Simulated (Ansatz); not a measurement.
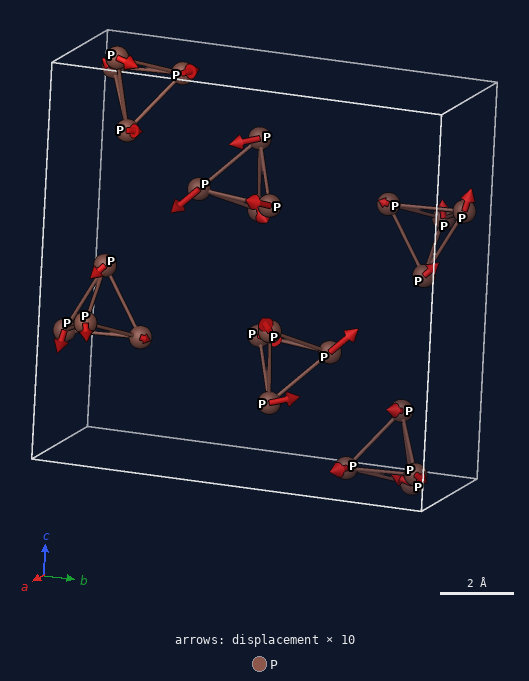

A relaxation of crystalline P (a generated structure, set up in P-1). The starting structure is drawn; red arrows show the displacements, 10 times their true length.

The picture is a ball-and-stick view of the cell of the calculation, reduced to other axes, seen slightly off an axis. Lengths and directions refer to the drawn axes.

Computed with Ansatz, DFT, PBE, plane-wave PAW, default files, scalar-relativistic, frozen cores. (plane-wave cutoff 420 eV; k-point mesh 6 × 3 × 3; occupations fermi dirac; smearing width 0.02 eV; no spin polarisation; potentials kind: paw, frozen_core: stored; atoms relaxed in a fixed cell; force threshold 0.02 eV/Å; at most 60 steps)

What happened in the run?

The largest moves, 0.11 Å, are those of P atoms. The cell doesn't change. Near-neighbour distances that change, for instance: P–P 2.164 → 2.209 Å, P–P 2.194 → 2.208 Å. The space group stays P-1 (No. 2). After 5 geometry steps the energy has fallen by 3.7 meV per atom. The largest force component goes from 0.76 to 0.014 eV/Å. Cost: 2 min on 4 threads of Intel(R) Xeon(R) Platinum 8488C (Sapphire Rapids) (shared host), peak memory 2.2 GiB.
